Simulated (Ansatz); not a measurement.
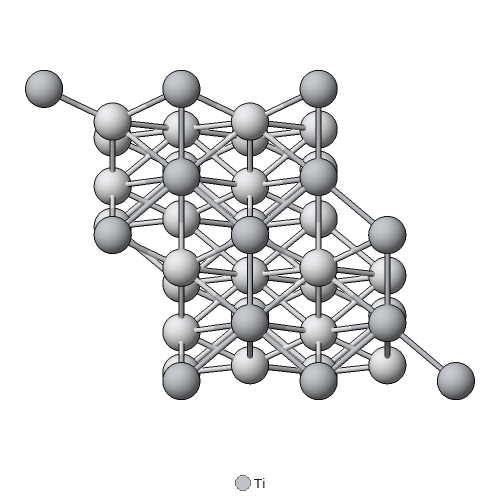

The system is Si on a Ti(101) slab cut from the P6/mmm phase, its upper half relaxed before the scan (9 atoms of substrate and one adsorbate in a 1 × 1 cell); the picture shows it without the atoms that are moved over the map. Si is moved over the surface cell; relaxed at each place: the height of the adsorbate's atoms; substrate rigid; the origin of the map has the adsorbate above Ti9. Places are given modulo a cell vector. The map is drawn in real space over the plane of the surface. The grid has 4 × 4 points. Energies: eV, counted from the lowest grid point. With one adsorbate in each 1 × 1 cell, its nearest image is 4.6 Å away, so neighbouring adsorbates interact. The calculation used DFT PBE, scalar-relativistic, plane waves, PAW (Ansatz). Settings: cutoff 420 eV, k-mesh 7×6×1, gaussian smearing 0.1 eV, no spin polarisation.

Range: position of Si10 along the first surface vector from 0.00 to 0.75; position of Si10 along the second surface vector from 0.00 to 0.75.

**What landscape does the calculation give?**

The lowest grid point is at (1/4, 2/4) of the cell vectors [nearest 1 Ti at 2.33 Å]. The highest grid point, the top site over a surface Ti atom, (0/4, 0/4) of the cell vectors, lies 2.72 eV above the lowest. At the lowest point the adsorbate has 1 Ti at 2.33 Å as nearest neighbours, at the highest 1 Ti at 2.41 Å. Its relaxed height above the top atom is 1.16 Å at the lowest and 2.41 Å at the highest point.

```tsv
second ↓, first →	0/4	1/4	2/4	3/4
3/4	1.57	0.68	0.68	1.57
2/4	0.94	0.00	0.94	1.50
1/4	1.99	1.99	1.36	1.36
0/4	2.72	1.86	0.19	1.86
```

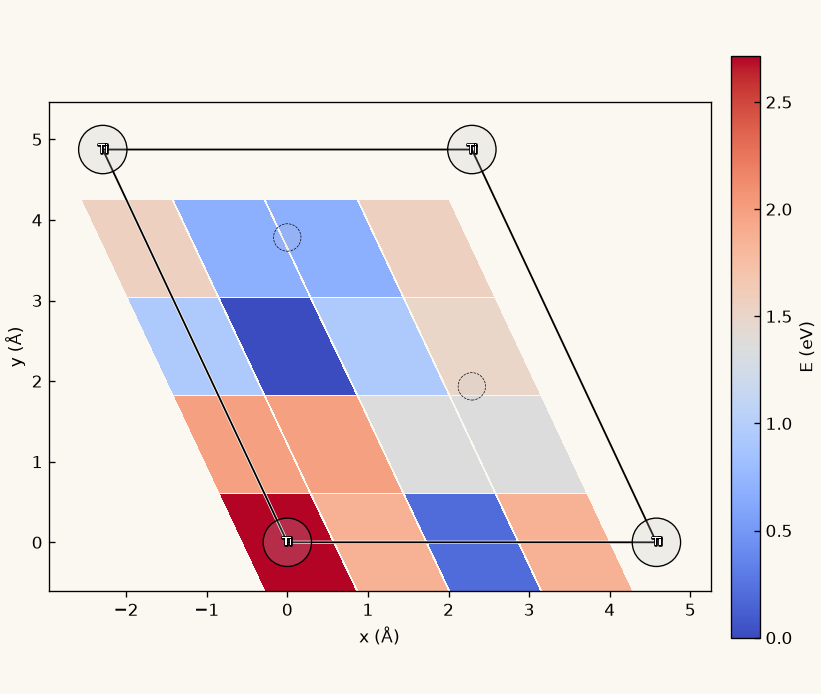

In the figure: one coloured cell a grid point, labelled circles for the atoms of the top layer and small ones for the second layer, the outline of one cell of the plane.

Time for the 16 points that were run: 23 min on 4 threads of Arm Neoverse V1, with other jobs on the host.

PAW datasets: the set soft_1.
